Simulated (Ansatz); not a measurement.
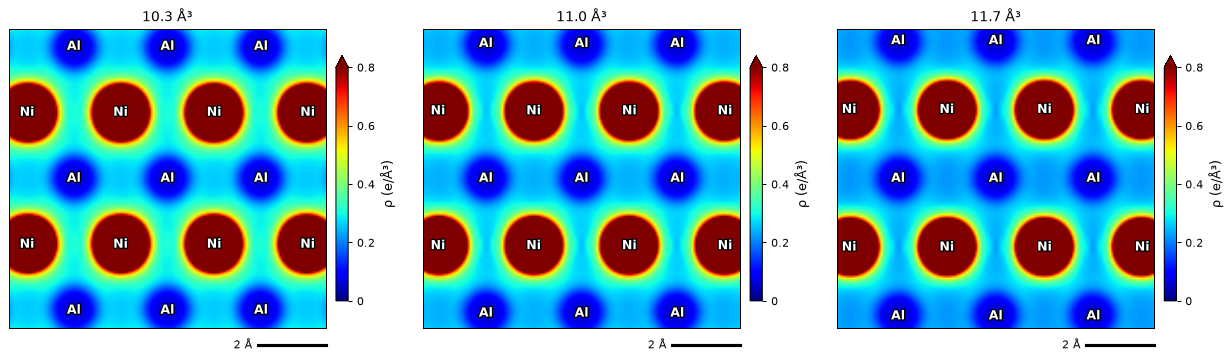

AlNi. The valence pseudo-density of cells scaled evenly to different volumes (given per atom above each panel), on the (11̄0) plane of each (indices in the axes of the cell below), at one length scale and on one colour scale.

A structure from a database of computed crystals, not necessarily the ambient phase; computed without spin polarisation.

Theory: DFT PBEsol, scalar-relativistic, plane waves, PAW in Ansatz 0.2.0.

In a PAW calculation such maps are meaningful between the atoms, not at the nuclei.

The largest cell:

```cif
data_structure
_symmetry_space_group_name_H-M 'P 1'
_symmetry_Int_Tables_number 1
_cell_length_a 2.8586
_cell_length_b 2.8586
_cell_length_c 2.8694
_cell_angle_alpha 90.000
_cell_angle_beta 90.000
_cell_angle_gamma 90.001
_cell_volume 23.45
loop_
_atom_site_label
_atom_site_type_symbol
_atom_site_fract_x
_atom_site_fract_y
_atom_site_fract_z
_atom_site_occupancy
Al1 Al 0.00000 0.00000 0.00000 1
Ni1 Ni 0.50000 0.50000 0.50000 1
```

| volume (Å³/atom) | Al–Ni contact in the plane (Å) | ρ at its midpoint (e/Å³) | pressure (GPa) | 
| --- | --- | --- | --- |
| 10.32 | 2.375 | 0.364 | 29.2 | 
| 11.02 | 2.428 | 0.334 | 12.3 | 
| 11.37 | 2.454 | ? | ? | 
| 11.72 | 2.479 | 0.307 | 0.0 | 

What values belong in the row with question marks?

Answer. Over the known rows ln ρ falls by 1.64 per Å of Al–Ni distance (a least-squares line), which gives 0.320 e/Å³ at 2.454 Å; the calculation gives 0.320 e/Å³. For the pressure, a straight line in volume between the neighbouring rows gives 6.2 GPa; the calculation gives 5.6, lower because pressure rises ever faster on compression.
